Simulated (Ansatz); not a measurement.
Ti₈Si₁₇ (cell with a defect)

Input

```
crystal:
  lattice:
    - [0.0, 0.0, 7.1584442797]
    - [1.7738039272, -6.7803428745, 3.5792221399]
    - [7.0952157089, 0.0, 3.5792221399]
  atoms:
    - { symbol: Ti, position: [0.9523857888, 0.7936378965, 0.0515905259] }
    - { symbol: Ti, position: [0.4523857888, 0.7936378965, 0.0515905259] }
    - { symbol: Ti, position: [0.2023857888, 0.7936378965, 0.5515905259] }
    - { symbol: Ti, position: [0.7023857888, 0.7936378965, 0.5515905259] }
    - { symbol: Ti, position: [0.2976142112, 0.2063621035, 0.4484094741] }
    - { symbol: Ti, position: [0.7976142112, 0.2063621035, 0.4484094741] }
    - { symbol: Ti, position: [0.5476142112, 0.2063621035, 0.9484094741] }
    - { symbol: Ti, position: [0.0476142112, 0.2063621035, 0.9484094741] }
    - { symbol: Si, position: [0.2056393567, 0.1182950488, 0.2204262378] }
    - { symbol: Si, position: [0.7056393567, 0.1182950488, 0.2204262378] }
    - { symbol: Si, position: [0.4556393567, 0.1182950488, 0.7204262378] }
    - { symbol: Si, position: [0.9556393567, 0.1182950488, 0.7204262378] }
    - { symbol: Si, position: [0.0443606433, 0.8817049512, 0.2795737622] }
    - { symbol: Si, position: [0.5443606433, 0.8817049512, 0.2795737622] }
    - { symbol: Si, position: [0.2943606433, 0.8817049512, 0.7795737622] }
    - { symbol: Si, position: [0.7943606433, 0.8817049512, 0.7795737622] }
    - { symbol: Si, position: [0.4376288979, 0.4996562724, 0.3750859319] }
    - { symbol: Si, position: [0.9376288979, 0.4996562724, 0.3750859319] }
    - { symbol: Si, position: [0.6876288979, 0.4996562724, 0.8750859319] }
    - { symbol: Si, position: [0.1876288979, 0.4996562724, 0.8750859319] }
    - { symbol: Si, position: [0.8123711021, 0.5003437276, 0.1249140681] }
    - { symbol: Si, position: [0.3123711021, 0.5003437276, 0.1249140681] }
    - { symbol: Si, position: [0.0623711021, 0.5003437276, 0.6249140681] }
    - { symbol: Si, position: [0.5623711021, 0.5003437276, 0.6249140681] }
    - { symbol: Si, position: [0.1448297961, 0.5838925551, 0.3429498718] }
basis:
  ecutwfc: 420
  xc_grid: 2
kpoints:
  mp_grid: { grid: [4, 4, 4], shift: [0.0, 0.0, 0.0] }
hamiltonian:
  xc: pbe
scf:
  occupations: { method: gaussian, width: 0.1 }
output:
  forces: true
  stress: false
  eigenvalues: true
  write_density: true
  write_potential: true
  elf: true
  volumetric_format: npy
relax:
  adjacent_minimum: "off"
  f_tol: 0.02
  max_steps: 60
```

Launched as:

```sh
ansatz run input.yaml --threads 4 --pin off --max-ram 10240MiB --backend cpu --events-out ev --progress --plain --runs-dir out
```

The fields are those of the run's last geometry, not of the input's.

Computed without spin polarisation.

Level of theory: DFT PBE, scalar-relativistic, plane waves, PAW in Ansatz.

> What will maps of the valence pseudo-density and electron localisation function show?

Ti–Si (2.43 Å): the density is about 0.4 e/Å³ at the midpoint; the ELF peaks at about 0.70 in the valence shell of Si, 0.9 Å from its nucleus, and is about 0.40 at the midpoint.

> Metal or insulator at this level of theory?

It is metallic or semimetallic at this level of theory: no gap opens.

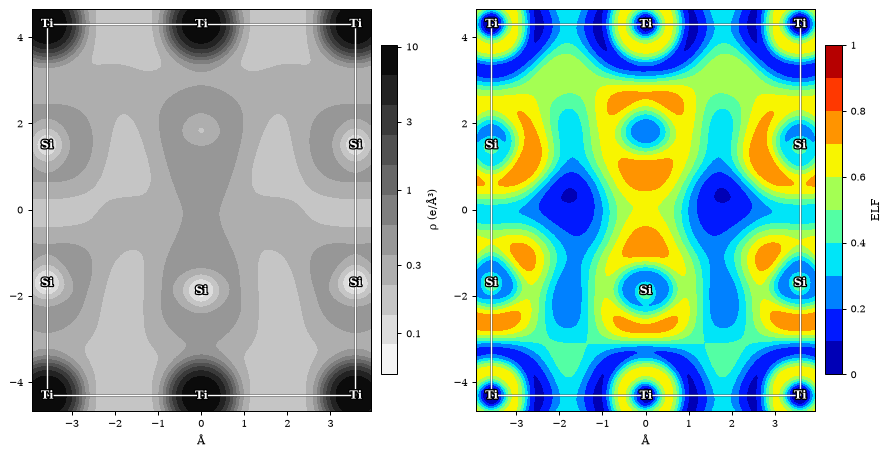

Computed valence pseudo-density and electron localisation function on the (011) plane of the calculation cell, in this order. Atoms just off the plane (Si, 0.4 Å away) can leave unmarked features too.
